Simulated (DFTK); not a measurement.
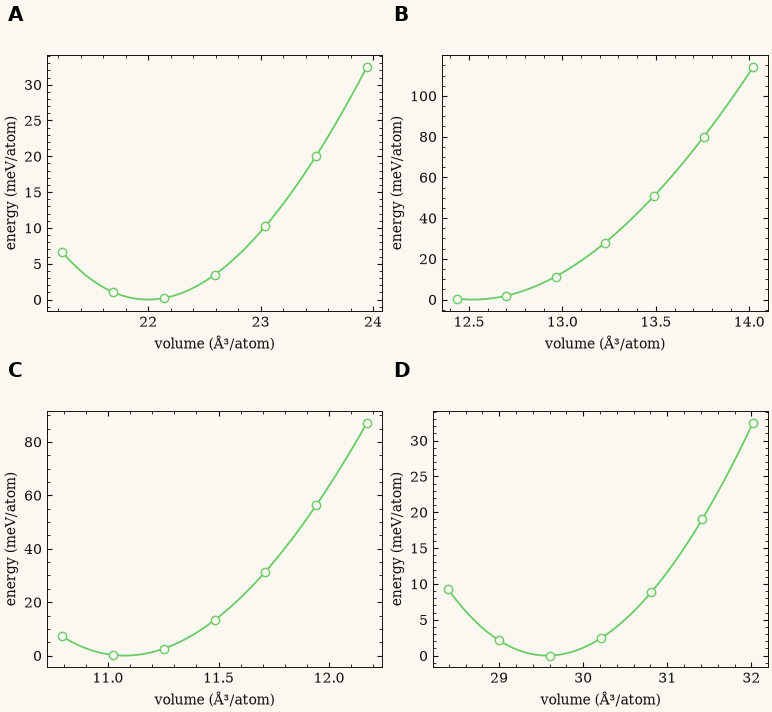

Each panel shows the energy against volume for one of these solids: GaAs, F-43m (No. 216); HfN, Fm-3m (No. 225); Sb, R-3m (No. 166); ZrC, Fm-3m (No. 225).

Method: plane-wave DFT, no spin polarisation; energies at scaled volumes of the given cell, shape and fractions fixed, counted from the fit's minimum, third-order Birch-Murnaghan fit (DFTK 0.8.2). Level: LDA.

Match the panels to the solids.

A is GaAs (energy from 0.17 meV/atom to 32.48 meV/atom, V0 22 Å³/atom, B0 73.9 GPa); B is ZrC (energy from 0 meV/atom to 114 meV/atom, V0 12.52 Å³/atom, B0 247 GPa); C is HfN (energy from 0.23 meV/atom to 87.10 meV/atom, V0 11.08 Å³/atom, B0 304 GPa); D is Sb (energy from 0.01 meV/atom to 32.46 meV/atom, V0 29.57 Å³/atom, B0 58.7 GPa).

For Sb, limits of the calculation: shape and atomic fractions are frozen while scaling, which makes layered, chain and framework solids too stiff.
